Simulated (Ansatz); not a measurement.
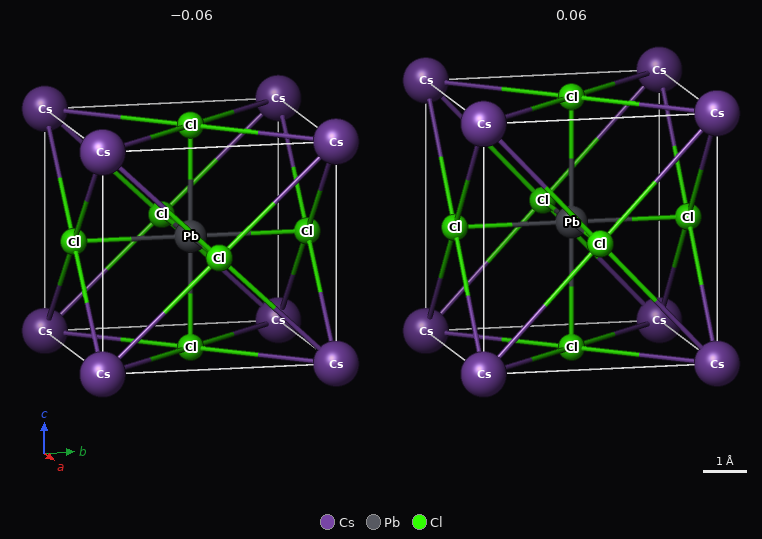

Solid CsPbCl$_{3}$ (set up in Pm-3m), under strain along c alone (the other axes held, atoms fixed by symmetry), with energies (extrapolated to zero smearing) counted from the relaxed crystal, which is the row at zero. The picture shows the first and the last member. A ball-and-stick model of the cell of the calculation, seen slightly off an axis.

Computed with Ansatz 0.2.0: DFT r2SCAN, scalar-relativistic, plane waves, PAW. Settings: plane-wave cutoff 500 eV; k-point mesh 6 × 6 × 6; occupations gaussian; smearing width 0.02 eV; no spin polarisation.

```tsv
strain	energy (meV/atom)	a (Å)	c (Å)	band gap (eV)
−0.06	29.64	5.676	5.335	1.93
−0.04	?	?	?	?
−0.02	2.70	5.676	5.562	2.31
0.0	0.00	5.676	5.676	2.46
0.02	2.56	5.676	5.789	2.45
0.04	9.24	5.676	5.903	2.43
0.06	19.12	5.676	6.016	2.41
```

One row is withheld. What does the calculation give there?

Answer. A parabola through three neighbouring rows (−0.06, −0.02, 0.0) gives, with Lagrange weights, (0.3333)(29.64) + (1.0000)(2.70) + (−0.3333)(0.00) = 12.58 meV/atom. The calculation gives 12.03 meV/atom (a = 5.676 Å, c = 5.449 Å). The estimate is 0.55 meV/atom too high. For the gap a parabola through the rows −0.06, −0.02, 0.0 gives 2.13 eV, and the calculation 2.14 eV (semilocal gaps, lower than measured ones as a rule). From the first member to the last: Cl–Pb 2.668 → 3.008 Å, Cl–Cs 3.895 → 4.136 Å.

The whole series:

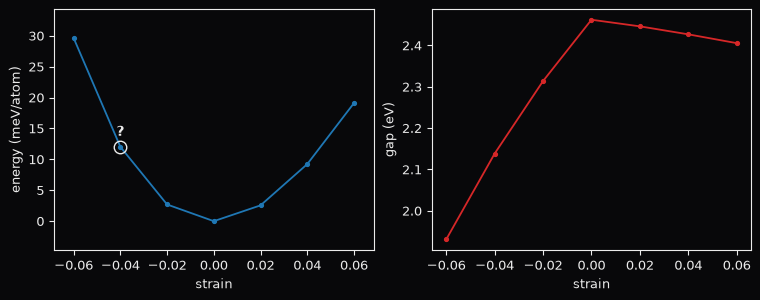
